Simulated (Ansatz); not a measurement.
WS$_{2}$: geometry relaxation

WS$_{2}$ (6 atoms in the cell), computed with DFT PBE+D3(BJ), scalar-relativistic, plane waves, PAW, no spin polarisation (Ansatz 0.2.0).

The structure derives from a Materials Project entry. It belongs to a series of runs on one base structure; here: equal strain along all axes, cell held, atoms relaxed: -3.0 %. Figures and captions count atoms from 1; the log counts them from 0 in places.

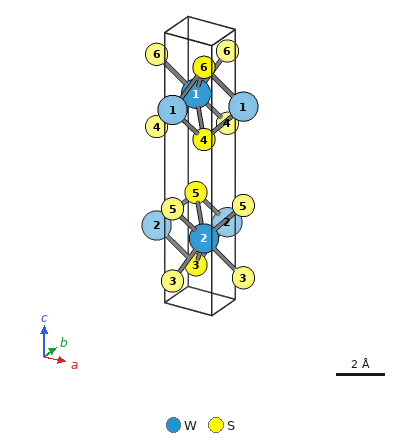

The structure as given in the input (ball-and-stick view of the cell of the calculation, seen slightly off an axis; neighbours outside the cell are drawn fainter; atoms are numbered from 1 in the order of the input). Near neighbours in the crystal (not all of them lie inside the picture): W has 6 S at 2.37 Å; S has 3 W at 2.37 Å.

## The input
```yaml
crystal:
  lattice:
    - [3.0595335498, 0.0, 0.0]
    - [-1.5297667749, 2.6496337778, 0.0]
    - [0.0, 0.0, 11.7811103733]
  atoms:
    - { symbol: W, position: [0.3333333333, 0.6666666667, 0.7500609603] }
    - { symbol: W, position: [0.6666666667, 0.3333333333, 0.2499390397] }
    - { symbol: S, position: [0.3333333333, 0.6666666667, 0.1160999455] }
    - { symbol: S, position: [0.6666666667, 0.3333333333, 0.6162206322] }
    - { symbol: S, position: [0.3333333333, 0.6666666667, 0.3837793678] }
    - { symbol: S, position: [0.6666666667, 0.3333333333, 0.8839000545] }
basis:
  ecutwfc: 420
kpoints:
  mp_grid: { grid: [12, 12, 4] }
hamiltonian:
  xc: pbe
  dispersion: d3bj
scf:
  occupations: { method: gaussian, width: 0.02 }
output:
  forces: true
  stress: true
  eigenvalues: true
relax:
  adjacent_minimum: "off"
  f_tol: 0.008
  max_steps: 40
```

Run on 1 thread of Arm Neoverse V1, 24 GiB of memory available, shared host.

Launched with:
```bash
ansatz run input.yaml --threads 1 --pin off --max-ram 2560MiB --backend cpu --events-out ev --progress --plain --runs-dir out
```

## Log
```
Warning: output.stress: scf.convergence.dr2_threshold = 6.4e-8 eV (the default of a walk held to its f_tol) is looser than the 6e-10 eV advised for a printed stress (1e-10 eV for each atom of the cell: 6). What an SCF threshold leaves in a stress goes as its square root, and in the free energy as the threshold itself, and one threshold admits the most on a small cell: of the crystals measured, under no hybrid functional and no lock of the moments, on runs that ended without the residual-converged pass, on stresses that held no estimate of that error, the worst erred by over 100 MPa in a component at 1e-7 eV an atom and by under 5 at 1e-10. Every solve of this run answers to scf.convergence.dr2_threshold, and the tensor of one is reported: a single SCF on the reported geometry and on this run's grids (its basis.xc_grid and basis.ecutrho_ratio typed), with scf.convergence.dr2_threshold at 6e-10 eV or tighter, prints it and tightens no other solve. Else set scf.convergence.dr2_threshold to 6e-10 eV or tighter. The threshold is an SCF's pass mark: one that does not reach it within its budget of iterations ends unconverged, or closes short of it on a stop that the run arms, and scf.convergence.dr2_threshold's page says what that costs each kind of run
Engine: ansatz 0.2.0, aarch64-unknown-linux-gnu
Pseudopotentials: kind: paw
Pseudopotential: W, paw, valence charge 14, recommended cutoff 420 eV (normal), W.paw.azcp
Pseudopotential: S, paw, valence charge 6, recommended cutoff 420 eV (normal), S.paw.azcp
Functional definition: PBE
  parameter kappa = 0.804
  parameter beta = 0.06672455060314922
  exchange = pbe_x(kappa = kappa, mu = beta*pi^2/3)
  correlation = pbe_c(beta = beta)
Crystal: 6 atoms, lattice volume = 95.505 Å³
Basis set: ecut = 420 eV, 1863 PW (Γ), exchange–correlation on 48×48×160 points (8 copies of the dense FFT grid, shifted against one another)
Bands: 32, of which v1, the nominal top of the filled ones, is band 26 counted from 1 (25 counted from 0)
Symmetry: 12 space group operations
Space group: P-3m1 (ITA 164), of the structure as read, at distance tolerance 4.6e-5 Å
k-points: 69 of 576
Non-local potential: W, projectors of the file, l = 0: 3, l = 1: 2, l = 2: 2, l = 3: 1
Non-local potential: S, projectors of the file, l = 0: 2, l = 1: 2, l = 2: 2
PAW form: soft (Blöchl's): semilocal exchange-correlation on the pseudo side does not see the compensation charge
PAW one-centre angular grid: W, 590 points (default); XC on 64 Gauss nodes
PAW one-centre angular grid: S, 110 points (default); XC on 64 Gauss nodes
Initial density: superposition of atomic densities (neutral atoms: chi_scale 0, normalization atom), corrected by the library's trained network
Initial wavefunctions: pseudopotential atomic-orbital guess
Functional: x = pbe(κ = 0.804, μ = 0.2195149727645171), c = pbe(β = 0.06672455060314922)
SCF iter   1: F=—  HF=-24385.052158 eV  |F-HF|=—  |Δ(HF+E_count)|=         —  Δρ=5.91e-3  dr2=1.57e-2  ethr=1.77e-3  ⟨swp⟩=6.9  Hψ=10729  notcnv=0
preconditioner: auto → Resta (q_TF=auto, 2.465 Å⁻¹)  ε∞=7.6  [insulator: Δε(μ)=0.708 eV  Ē_g=8.848 eV  σ=0.020 eV  W_gap=1.00  n_scr=26 (ndim 8)  ℏωp=22.8 eV  f_vac=0.002  D(μ)=0.00/eV (n_scr^D=0)  ε∞_Penn≈7.6]
SCF iter   2: F=—  HF=-24385.055337 eV  |F-HF|=—  |Δ(HF+E_count)|=   3.18e-3  Δρ=3.35e-3  dr2=4.58e-3  ethr=3.01e-5  ⟨swp⟩=2.2  Hψ=3949  notcnv=0  defer=99
SCF iter   3: F=—  HF=-24385.059505 eV  |F-HF|=—  |Δ(HF+E_count)|=   4.17e-3  Δρ=3.59e-4  dr2=1.51e-4  ethr=8.81e-6  ⟨swp⟩=2.0  Hψ=3390  notcnv=0  defer=99
SCF iter   4: F=—  HF=-24385.059516 eV  |F-HF|=—  |Δ(HF+E_count)|=   1.13e-5  Δρ=1.16e-4  dr2=1.51e-5  ethr=2.91e-7  ⟨swp⟩=2.0  Hψ=3113  notcnv=0  defer=99
SCF iter   5: F=—  HF=-24385.059521 eV  |F-HF|=—  |Δ(HF+E_count)|=   4.90e-6  Δρ=6.04e-5  dr2=9.49e-6  ethr=2.91e-8  ⟨swp⟩=2.0  Hψ=3351  notcnv=0  defer=99
SCF iter   6: F=-24385.059521 eV  HF=-24385.059521 eV  |F-HF|=8.56e-8  |Δ(HF+E_count)|=   3.85e-7  Δρ=1.12e-5  dr2=1.08e-7  ethr=3.08e-9  ⟨swp⟩=7.9  Hψ=10007  notcnv=0
SCF 1 converged in 6 iterations: F = -24385.059521 eV  dr2 = 1.08e-7
  greatest PAW one-centre occupation: 1.000 electrons in one spin orbital (limit 2), on the W atom at site 1 (counted from 0), in its partial waves of l = 0
relax step   1: F+E_penalty+E_count = -24385.05952071 eV  Δ(F+E_penalty+E_count) = +0.000e0 eV  max|allowed force component| = 5.777e-1 eV/Å  Δτ_max = 0.0000 Å  (6 SCF iters, dr2 threshold 1.60e-6 eV, accepted)
Initial density: handed on by an earlier stage of this run
Initial wavefunctions: those handed on with the density
iter 1 solved again at ethr=2.66e-5 eV; its pass at ethr=3.10e-3 eV (dr2=1.38e-2 eV) is discarded
SCF iter   1: F=—  HF=-24385.085355 eV  |F-HF|=—  |Δ(HF+E_count)|=         —  Δρ=3.32e-3  dr2=1.34e-2  ethr=2.66e-5  ⟨swp⟩=2.1  Hψ=7749  notcnv=0  defer=100
preconditioner: auto → Resta (q_TF=auto, 2.465 Å⁻¹)  ε∞=7.8  [insulator: Δε(μ)=0.644 eV  Ē_g=8.739 eV  σ=0.020 eV  W_gap=1.00  n_scr=26 (ndim 8)  ℏωp=22.8 eV  f_vac=0.000  D(μ)=0.00/eV (n_scr^D=0)  ε∞_Penn≈7.8]
SCF iter   2: F=—  HF=-24385.083063 eV  |F-HF|=—  |Δ(HF+E_count)|=   2.29e-3  Δρ=1.56e-3  dr2=1.85e-3  ethr=2.58e-5  ⟨swp⟩=2.1  Hψ=3124  notcnv=0  defer=100
SCF iter   3: F=—  HF=-24385.082571 eV  |F-HF|=—  |Δ(HF+E_count)|=   4.92e-4  Δρ=7.05e-4  dr2=4.72e-4  ethr=3.56e-6  ⟨swp⟩=2.4  Hψ=3163  notcnv=0  defer=100
SCF iter   4: F=—  HF=-24385.082466 eV  |F-HF|=—  |Δ(HF+E_count)|=   1.04e-4  Δρ=1.06e-4  dr2=1.34e-5  ethr=9.07e-7  ⟨swp⟩=2.1  Hψ=3174  notcnv=0  defer=100
SCF iter   5: F=-24385.082469 eV  HF=-24385.082469 eV  |F-HF|=1.58e-7  |Δ(HF+E_count)|=   2.12e-6  Δρ=2.01e-5  dr2=4.25e-7  ethr=2.58e-8  ⟨swp⟩=9.8  Hψ=10008  notcnv=0
SCF 2 converged in 5 iterations: F = -24385.082469 eV  dr2 = 4.25e-7
relax step   2: F+E_penalty+E_count = -24385.08246874 eV  Δ(F+E_penalty+E_count) = -2.295e-2 eV  max|allowed force component| = 2.528e-1 eV/Å  Δτ_max = 0.0402 Å  (5 SCF iters, dr2 threshold 2.09e-5 eV, accepted)
SCF iter   1: F=—  HF=-24385.088166 eV  |F-HF|=—  |Δ(HF+E_count)|=         —  Δρ=1.62e-3  dr2=2.95e-3  ethr=5.55e-5  ⟨swp⟩=3.0  Hψ=5186  notcnv=0  defer=99
preconditioner: auto → Resta (q_TF=auto, 2.465 Å⁻¹)  ε∞=7.8  [insulator: Δε(μ)=0.677 eV  Ē_g=8.762 eV  σ=0.020 eV  W_gap=1.00  n_scr=26 (ndim 8)  ℏωp=22.8 eV  f_vac=0.001  D(μ)=0.00/eV (n_scr^D=0)  ε∞_Penn≈7.8]
SCF iter   2: F=—  HF=-24385.087851 eV  |F-HF|=—  |Δ(HF+E_count)|=   3.15e-4  Δρ=7.85e-4  dr2=3.46e-4  ethr=5.68e-6  ⟨swp⟩=1.0  Hψ=2774  notcnv=0  defer=99
SCF iter   3: F=—  HF=-24385.087785 eV  |F-HF|=—  |Δ(HF+E_count)|=   6.57e-5  Δρ=3.45e-4  dr2=7.92e-5  ethr=6.65e-7  ⟨swp⟩=2.4  Hψ=3099  notcnv=0  defer=99
SCF iter   4: F=-24385.087774 eV  HF=-24385.087775 eV  |F-HF|=1.01e-6  |Δ(HF+E_count)|=   9.69e-6  Δρ=4.32e-5  dr2=2.81e-6  ethr=7.68e-9  ⟨swp⟩=8.9  Hψ=11464  notcnv=0
SCF 3 converged in 4 iterations: F = -24385.087774 eV  dr2 = 2.81e-6
relax step   3: F+E_penalty+E_count = -24385.08777424 eV  Δ(F+E_penalty+E_count) = -5.306e-3 eV  max|allowed force component| = 1.310e-2 eV/Å  Δτ_max = 0.0214 Å  (4 SCF iters, dr2 threshold 4.00e-6 eV, accepted)
SCF iter   1: F=—  HF=-24385.088001 eV  |F-HF|=—  |Δ(HF+E_count)|=         —  Δρ=8.03e-4  dr2=7.13e-4  ethr=1.27e-5  ⟨swp⟩=3.0  Hψ=5106  notcnv=0  defer=101
preconditioner: auto → Resta (q_TF=auto, 2.465 Å⁻¹)  ε∞=7.8  [insulator: Δε(μ)=0.673 eV  Ē_g=8.766 eV  σ=0.020 eV  W_gap=1.00  n_scr=26 (ndim 8)  ℏωp=22.8 eV  f_vac=0.001  D(μ)=0.00/eV (n_scr^D=0)  ε∞_Penn≈7.8]
SCF iter   2: F=—  HF=-24385.087932 eV  |F-HF|=—  |Δ(HF+E_count)|=   6.91e-5  Δρ=3.91e-4  dr2=6.69e-5  ethr=1.37e-6  ⟨swp⟩=1.0  Hψ=2760  notcnv=0  defer=101
SCF iter   3: F=—  HF=-24385.088007 eV  |F-HF|=—  |Δ(HF+E_count)|=   7.55e-5  Δρ=1.79e-4  dr2=1.55e-5  ethr=1.29e-7  ⟨swp⟩=1.9  Hψ=2364  notcnv=0  defer=101
SCF iter   4: F=—  HF=-24385.088008 eV  |F-HF|=—  |Δ(HF+E_count)|=   6.32e-7  Δρ=1.56e-5  dr2=4.01e-7  ethr=2.98e-8  ⟨swp⟩=2.5  Hψ=3452  notcnv=0  defer=101
SCF iter   5: F=—  HF=-24385.088008 eV  |F-HF|=—  |Δ(HF+E_count)|=   8.00e-8  Δρ=6.12e-6  dr2=8.47e-8  ethr=1.23e-10  ⟨swp⟩=9.6  Hψ=9904  notcnv=0
SCF iter   6: F=-24385.088008 eV  HF=-24385.088008 eV  |F-HF|=1.70e-9  |Δ(HF+E_count)|=   4.22e-9  Δρ=2.55e-6  dr2=1.23e-8  ethr=1.23e-10  ⟨swp⟩=4.7  Hψ=7341  notcnv=0
SCF 4 converged in 6 iterations: F = -24385.088008 eV  dr2 = 1.23e-8
relax step   4: F+E_penalty+E_count = -24385.08800815 eV  Δ(F+E_penalty+E_count) = -2.339e-4 eV  max|allowed force component| = 8.787e-4 eV/Å  Δτ_max = 0.0065 Å  (6 SCF iters, accepted)
```

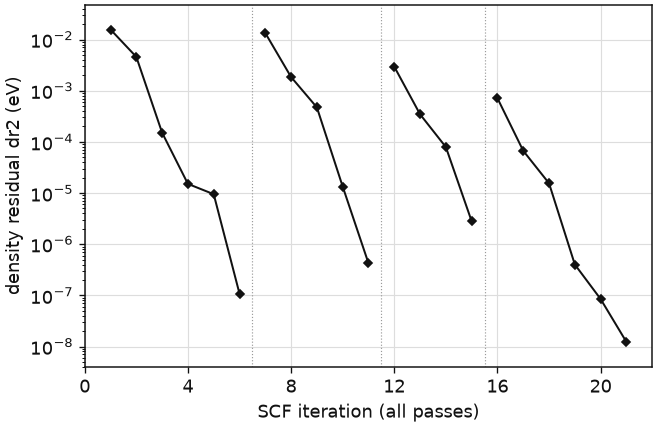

Convergence of the self-consistent field: density residual dr2 against the SCF iteration. The dotted lines part the SCF passes of the relaxation: geometry steps, rejected trials and re-solves on a re-selected basis. The passes take 6, 5, 4 and 6 iterations.

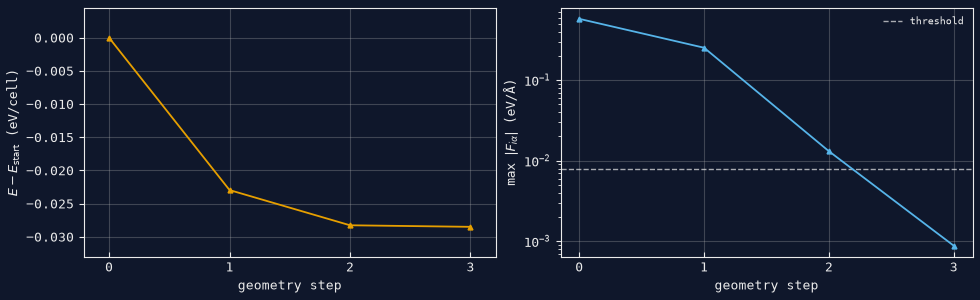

Progress of the relaxation, step by step (the first geometry is step 0 here and step 1 in the log).

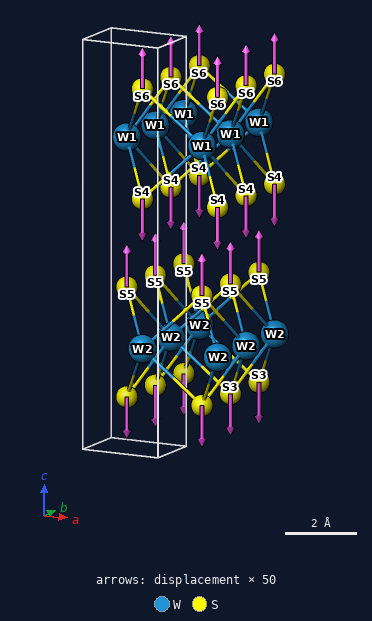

The starting structure with the displacements as pink arrows, magnified 50 times (ball-and-stick view of the cell of the calculation, repeated 2 × 3 × 1, seen slightly off an axis). The largest moves, 0.025 Å, are those of S4 and S5. W stays in place. The lattice vectors keep their values. Among the contacts that change: W1–S4 2.368 → 2.384 Å. The space group stays P6_3/mmc (No. 194). After 3 geometry steps the energy has fallen by 28.5 meV per cell of the calculation. Largest force component: 0.58 eV/Å at the start, 0.00088 eV/Å at the end. (Atoms are counted from 1 in the order of the input.)

```
SCF converged after 6 iterations
Free energy (F): -24385.088008 eV
Harris-Foulkes:  -24385.088008 eV  (|F-HF|=1.70e-9)
Internal energy: -24385.088008 eV  (E = F + TS)
E sigma→0 (E₀):  -24385.088008 eV
Fermi energy:    13.975831 eV
--- Per-component energies (eV) ---
  E_band       = -277.563241
  E_kinetic    = 1344.105182
  E_local      = -3031.177295  (includes V_loc(G=0)·N_el)
  E_nonlocal   = 115.348089
  E_hartree    = 1200.571735
  E_xc         = -928.851776
  E_vxc        = -836.214525  (∫ρ·V_xc dr)
  E_paw        = -19526.824263  (= ΣΔE_a)
  E_vpaw       = -270.763857  (= ΣTr[D̂ρ^β])
  E_aug_tail   = -0.000126  (compensation charges beyond the density's cutoff)
  E_ewald      = -3555.383650
  E_disp       = -2.875905  (pairwise vdW)
  E_smearing   = -0.000000  (= −TS)
  E_closure    = 0.000000  (closes the sum)
  Σ components = -24385.088008   (vs F -24385.088008, Δ=0.00e0)
--- Forces (eV/Å), atoms counted from 1 ---
  atom   1  W     -0.00000000    -0.00000000    -0.00062210
  atom   2  W     -0.00000000     0.00000000     0.00062210
  atom   3  S     -0.00000000    -0.00000000     0.00087874
  atom   4  S      0.00000000     0.00000000    -0.00044449
  atom   5  S     -0.00000000    -0.00000000     0.00044449
  atom   6  S      0.00000000     0.00000000    -0.00087874
  max |Σ_I F_I| component: 1.39e-17 eV/Å
--- Stress (GPa, compression-positive) ---
       11.293583       0.000000      -0.000000
        0.000000      11.293583      -0.000000
       -0.000000      -0.000000       4.008511
  P = ⅓ Tr σ = 8.8652 GPa (88.652 kbar)
--- Band table (eV; the first three rows and the last of 69) ---
  k-point 0: bands = ["-60.7932", "-60.7932", "-25.1746", "-25.1745", "-24.8727", "-24.8727", "-24.8727", "-24.8727", "-2.4985", "-2.0248", "-1.0717", "-0.2243", "5.3109", "6.9326", "9.0671", "10.3153", "10.3153", "10.3421", "10.3421", "11.6101", "11.6101", "11.7205", "11.7205", "11.8717", "12.3793", "13.6399", "16.0114", "16.0114", "16.1507", "16.1507", "16.1768", "16.1768"]
  k-point 1: bands = ["-60.7932", "-60.7932", "-25.1746", "-25.1745", "-24.8727", "-24.8727", "-24.8727", "-24.8727", "-2.4500", "-2.1302", "-0.9173", "-0.3343", "5.4935", "6.5862", "9.4900", "10.3190", "10.3190", "10.3379", "10.3379", "11.2390", "11.6261", "11.6261", "11.7041", "11.7041", "12.8487", "13.5588", "16.0361", "16.0361", "16.1337", "16.1337", "16.2007", "16.2007"]
  k-point 2: bands = ["-60.7932", "-60.7932", "-25.1745", "-25.1745", "-24.8727", "-24.8727", "-24.8727", "-24.8727", "-2.3141", "-2.3132", "-0.6089", "-0.6078", "5.9760", "5.9777", "10.3282", "10.3282", "10.3283", "10.3283", "10.3364", "10.3378", "11.6649", "11.6649", "11.6651", "11.6651", "13.3005", "13.3025", "16.0887", "16.0887", "16.0892", "16.0892", "16.2666", "16.2666"]
  k-point 68: bands = ["-60.7599", "-60.7599", "-25.2432", "-25.2432", "-25.1993", "-25.1993", "-25.0669", "-25.0669", "0.5918", "0.5918", "0.7002", "0.7002", "6.7640", "6.7646", "7.1903", "7.1903", "8.1910", "8.1916", "8.4865", "8.4865", "9.8668", "9.8668", "10.2348", "10.2348", "12.9208", "12.9213", "15.3914", "15.3914", "15.9156", "15.9172", "17.1283", "17.1283"]
--- Relaxed structure (4 steps of the walk, 4 accepted, 0 SCFs on fresh bases) ---
  F+E_penalty+E_count = -24385.08800815 eV   max|allowed force component| = 8.787e-4 eV/Å
  atoms:
    - { symbol: W, position: [0.3333333333333333, 0.6666666666666666, 0.7500339187667131] }
    - { symbol: W, position: [0.6666666666666666, 0.3333333333333333, 0.24996608123328717] }
    - { symbol: S, position: [0.3333333333333333, 0.6666666666666666, 0.11400961444556564] }
    - { symbol: S, position: [0.6666666666666666, 0.3333333333333333, 0.6140767716466344] }
    - { symbol: S, position: [0.3333333333333333, 0.6666666666666666, 0.38592322835336573] }
    - { symbol: S, position: [0.6666666666666666, 0.3333333333333333, 0.8859903855544344] }
```

## Trajectory as extended XYZ (Å, eV, eV/Å), 4 frames, from step=1 to step=4
```
6
Lattice="3.0595 0.0000 0.0000 -1.5298 2.6496 0.0000 0.0000 0.0000 11.7811" Properties=species:S:1:pos:R:3:forces:R:3 step=1 energy=-24385.05952
W     0.0000    1.7664    8.8366    0.0000   0.0000  -0.0010
W     1.5298    0.8832    2.9446    0.0000   0.0000   0.0010
S     0.0000    1.7664    1.3678    0.0000   0.0000  -0.5755
S     1.5298    0.8832    7.2598    0.0000   0.0000  -0.5777
S     0.0000    1.7664    4.5213    0.0000   0.0000   0.5777
S     1.5298    0.8832   10.4133    0.0000   0.0000   0.5755
6
Lattice="3.0595 0.0000 0.0000 -1.5298 2.6496 0.0000 0.0000 0.0000 11.7811" Properties=species:S:1:pos:R:3:forces:R:3 step=2 energy=-24385.08247
W     0.0000    1.7664    8.8323    0.0000   0.0000   0.0045
W     1.5298    0.8832    2.9488    0.0000   0.0000  -0.0045
S     0.0000    1.7664    1.3360    0.0000   0.0000   0.2395
S     1.5298    0.8832    7.2196    0.0000   0.0000   0.2528
S     0.0000    1.7664    4.5615    0.0000   0.0000  -0.2528
S     1.5298    0.8832   10.4452    0.0000   0.0000  -0.2395
6
Lattice="3.0595 0.0000 0.0000 -1.5298 2.6496 0.0000 0.0000 0.0000 11.7811" Properties=species:S:1:pos:R:3:forces:R:3 step=3 energy=-24385.08777
W     0.0000    1.7664    8.8428    0.0000   0.0000  -0.0093
W     1.5298    0.8832    2.9383    0.0000   0.0000   0.0093
S     0.0000    1.7664    1.3366    0.0000   0.0000   0.0131
S     1.5298    0.8832    7.2410    0.0000   0.0000  -0.0117
S     0.0000    1.7664    4.5401    0.0000   0.0000   0.0117
S     1.5298    0.8832   10.4445    0.0000   0.0000  -0.0131
6
Lattice="3.0595 0.0000 0.0000 -1.5298 2.6496 0.0000 0.0000 0.0000 11.7811" Properties=species:S:1:pos:R:3:forces:R:3 step=4 energy=-24385.08801
W     0.0000    1.7664    8.8362    0.0000   0.0000  -0.0006
W     1.5298    0.8832    2.9449    0.0000   0.0000   0.0006
S     0.0000    1.7664    1.3432    0.0000   0.0000   0.0009
S     1.5298    0.8832    7.2345    0.0000   0.0000  -0.0004
S     0.0000    1.7664    4.5466    0.0000   0.0000   0.0004
S     1.5298    0.8832   10.4380    0.0000   0.0000  -0.0009
```

## Results in brief

| quantity | value |
| --- | --- |
| outcome | converged |
| space group (tolerance 0.01 Å) | P6₃/mmc (194) |
| electrons treated | 52 |
| free energy | −24385.0880 eV |
| Fermi energy | 13.976 eV |
| gap on the k-point mesh | 0.67 eV |
| pressure | 8.87 GPa |
| final volume | 95.51 Å³ |
| largest force (length of the vector) at the end | 0.001 eV/Å |
| final cell | a = 3.060 Å, b = 3.060 Å, c = 11.781 Å, α = 90.00°, β = 90.00°, γ = 120.00° |
| wall time | 46 s |
| peak memory | 0.45 GiB |

## Remarks

The program warns: the SCF threshold is looser than advised for the printed stress. Spin–orbit coupling is left out, which matters for W.
